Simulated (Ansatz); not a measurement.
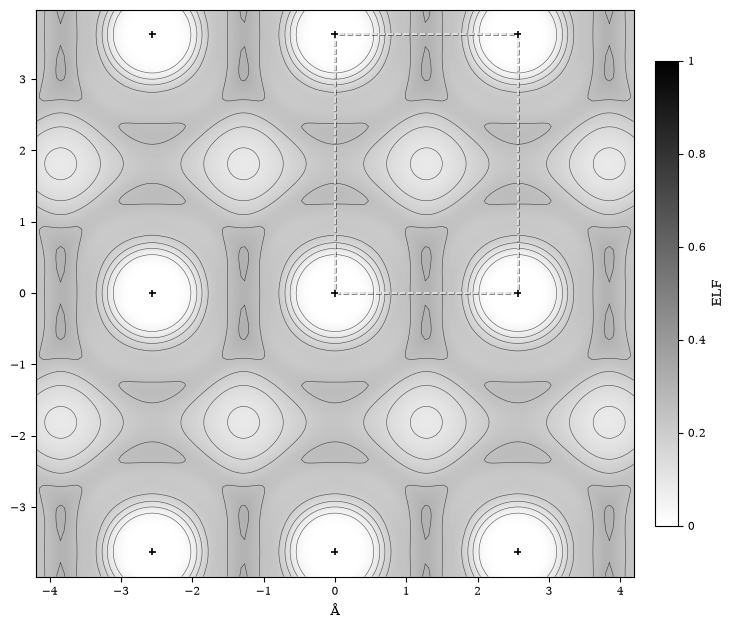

The electron localisation function on a plane through atoms (crosses mark nuclei in the plane).

Level of theory: Ansatz 0.2.0, DFT, PBEsol, plane waves (420 eV) with PAW, scalar-relativistic.

Candidates:
A. K, a = 4.14 Å, b = 4.14 Å, c = 4.14 Å, α = 90.00°, β = 90.00°, γ = 90.00°. Space group Pm-3m; set up as K, simple cubic; a generated structure, not necessarily the stable one; changed on purpose from its base cell (volume × 0.92); computed without spin polarisation.
B. Ni, a = 2.63 Å, b = 2.63 Å, c = 2.63 Å, α = 90.00°, β = 90.00°, γ = 90.00°. Space group Im-3m; set up as Ni, bcc; a generated structure, not necessarily the stable one; changed on purpose from its base cell (volume × 0.88); computed pressure about 40 GPa in this cell; the program warned that a starting moment wasn't kept; spin-polarised, but the moments vanished.
C. Zn, a = 2.56 Å, b = 2.56 Å, c = 2.56 Å, α = 90.00°, β = 90.00°, γ = 90.00°. Space group Pm-3m; set up as Zn, simple cubic; a generated structure, not necessarily the stable one.

> Which candidate gave the map?

Candidate C: Zn on the (101) plane of the conventional cell, which holds Zn. Zn–Zn (2.56 Å): the ELF is about 0.30 at the midpoint; no localised pair shows between them.
